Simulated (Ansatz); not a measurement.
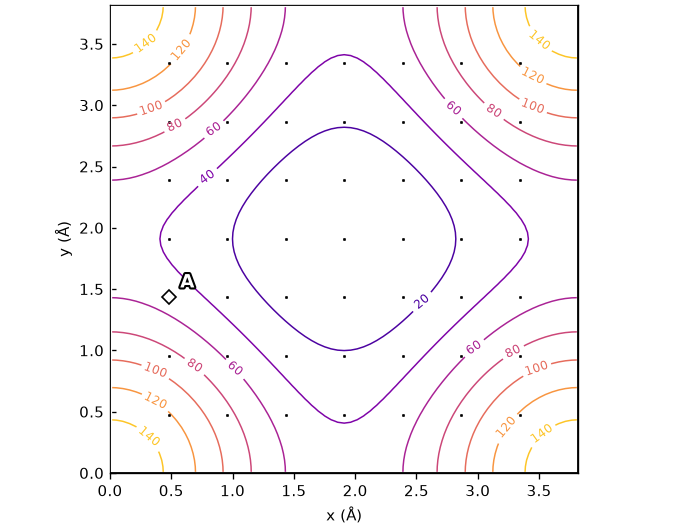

A bilayer of two SnO sheets (8 atoms in the cell). The upper layer of a bilayer is slid over the lower one; relaxed at each slide: nothing; the origin of the map has Sn5 above Sn4; the distance between the facing planes is held at 4.00 Å. Places are given modulo a cell vector. The map is drawn in real space over the plane of the slide. Grid: 8 × 8 points; 15 points were computed and 49 follow by symmetry. All energies are given in mJ/m² relative to the lowest grid point. At a held distance the lowest stacking need not be the one that binds best once the distance relaxes. Theory: DFT PBE+D3(BJ), scalar-relativistic, plane waves, PAW (Ansatz). Settings: cutoff 420 eV, k-mesh 7×7×1, gaussian smearing 0.05 eV, no spin polarisation.

In the figure: contour lines labelled in mJ/m², dots at the grid points, the outline of one cell of the plane, the point A. Between grid points the surface is interpolated.

Which way does the force act at A, and how strong is it?

Answer. A, at (1/8, 3/8) of the cell vectors, is not a stationary point. The computed force is 0.057 eV/Å in the plane, pointing up and right in the picture (components 0.030 and 0.049 eV/Å, for the cell of 14.59 Å², or 63 mJ/m² for each Å).

PAW datasets: the set soft_1.
